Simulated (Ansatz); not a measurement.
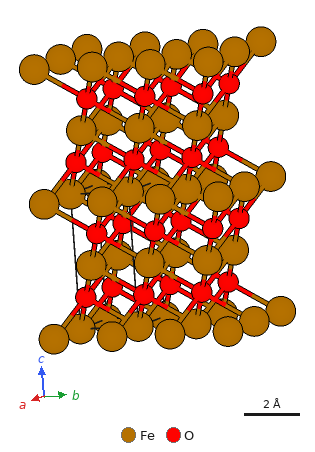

Starting structure of a crystal of FeO (built on the database_139 type) (coarse preliminary run). A ball-and-stick model of the reduced cell, repeated 2 × 3 × 2 with one cell outlined, seen slightly off an axis. Lengths and directions refer to the drawn axes.

Case: structure listed in a database for this formula (I4/mmm, No. 139).

Computed with DFT PBE, scalar-relativistic, plane waves, PAW in Ansatz 0.2.0.

The input:
```yaml
crystal:
  lattice:
    - [2.6281662533, -1.6021035014, 0.0]
    - [2.6281662533, 1.6021035014, 0.0]
    - [-1.3498295265, 0.0, 5.080058609]
  atoms:
    - { symbol: Fe, position: [0.5, 0.5, 0.5], spin: 3.74 }
    - { symbol: Fe, position: [0.0, 0.0, 0.0], spin: 3.74 }
    - { symbol: O, position: [0.75, 0.75, 0.25], spin: 0.34 }
    - { symbol: O, position: [0.25, 0.25, 0.75], spin: 0.34 }
basis:
  ecutwfc: 420
kpoints:
  mp_grid: { grid: [6, 6, 4] }
hamiltonian:
  xc: pbe
scf:
  occupations: { method: gaussian, width: 0.1 }
  lower_state_search: "off"
output:
  forces: true
  stress: true
  eigenvalues: true
  populations: true
magnetization:
  spin_polarized: true
relax:
  adjacent_minimum: "off"
  f_tol: 0.04
  max_steps: 70
  cell: { stress_tol: 0.4 }
```

Run as
```bash
ansatz run input.yaml --threads 1 --pin off --max-ram 2560MiB --backend cpu --events-out ev --progress --plain --runs-dir out
```

What does the optimiser find from here?

Answer. The energy falls by 32.0 meV per atom in 4 accepted moves (5 points after the start). All forces vanish by symmetry, so only the cell relaxes. Pressure: −8.58 GPa at the start and −0.27 GPa at the end. At 1 point the geometry stayed and the basis and grid were re-selected for the new cell (energy shift of 1.4 meV per atom at most each time). No atom moves by more than 0.005 Å relative to the cell. The drawn cell changes as follows: a = b 3.078 → 3.052 Å (−0.9 %), c 5.256 → 5.265 Å (+0.2 %), α 77.3° → 73.1°, β 77.3° → 73.1°, γ 62.7° → 60.2°; the volume changes by −6.3 %. Near-neighbour distances that change, for instance: Fe1–O3 2.266 → 2.157 Å, Fe1–O3 (another image) 2.083 → 2.154 Å. The space group (tolerance 0.01 Å) goes from I4/mmm (No. 139) to R-3m (No. 166).

Step by step:

```tsv
step	E − E(0), meV/atom	pressure, GPa	volume, Å³/atom	note
0	0.00	-8.58	10.695	
1	-20.18	-2.66	10.266	
2	-28.93	2.28	9.935	
3	-31.70	1.98	9.930	
4	-33.49	-0.04	10.021	
5	-32.05	-0.27	10.021	same geometry, new basis
```

After the run, drawn alike:

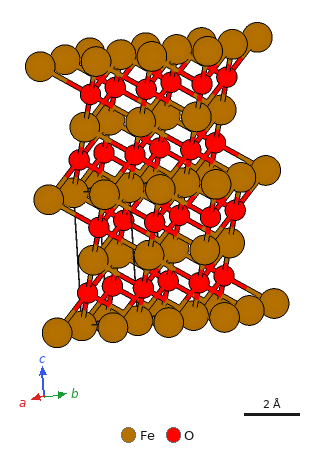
